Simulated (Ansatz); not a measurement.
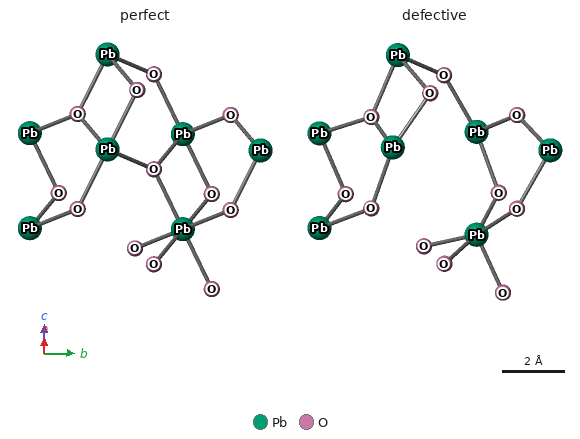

Left: perfect PbO2. Right: the same region with one point defect, after relaxing the atoms in a supercell of 72 sites. Style: ball-and-stick. Shown: the atoms within 4.6 Å of one point, in a slice 4.2 Å thick across the line of sight, from a free direction.

Theory: Ansatz 0.2.0, DFT, PBEsol, PAW, plane waves. Settings: plane-wave cutoff 420 eV; k-point mesh 1 × 1 × 1; mesh shifted by (0.25, 0.25, 0.25); no spin polarisation. Fermi-Dirac smearing of 0.01 eV. A uniform background neutralises the charged cell. The axes drawn are those of the host's conventional cell.

What kind of defect was made?

An oxygen atom is taken out (a vacancy).

The charge state of the cell is +2.

How does the lattice respond?

Around the empty O site the host had 3 Pb at 2.18 Å; after relaxation the nearest atoms are 3 Pb at 2.40 Å, 1 O at 2.57 Å. Of the host's atoms, a lead atom moves furthest from its site, by 0.23 Å.

Limits of the set-up: the cell is charged, on a uniform background, and energies carry no finite-size correction.
